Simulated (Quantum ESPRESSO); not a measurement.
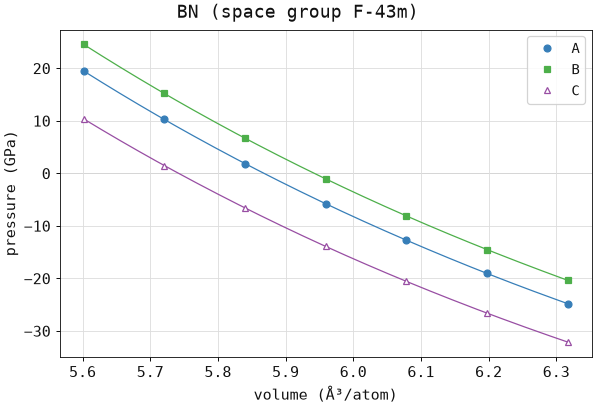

Plotted: pressure against volume, with one curve for each functional, for BN (space group F-43m). The labels are replaced by letters. In alphabetical order the cases are: LDA; PBEsol; rev-vdW-DF2.

Method: plane-wave DFT, no spin polarisation; energies at scaled volumes of the given cell, shape and fractions fixed, counted from the fit's minimum, third-order Birch-Murnaghan fit (Quantum ESPRESSO 7.5). All runs: no spin polarisation.

| setting | value |
| --- | --- |
| k mesh | 13×13×13 |
| occupations | Fermi–Dirac |
| smearing width | 0.05 eV |
| wave cutoff | 1143 eV |
| density cutoff | 4572 eV |

### Which letter stands for which functional?

A: PBEsol; B: rev-vdW-DF2; C: LDA.

Limits of the calculation: potentials made for another functional (rev-vdW-DF2).
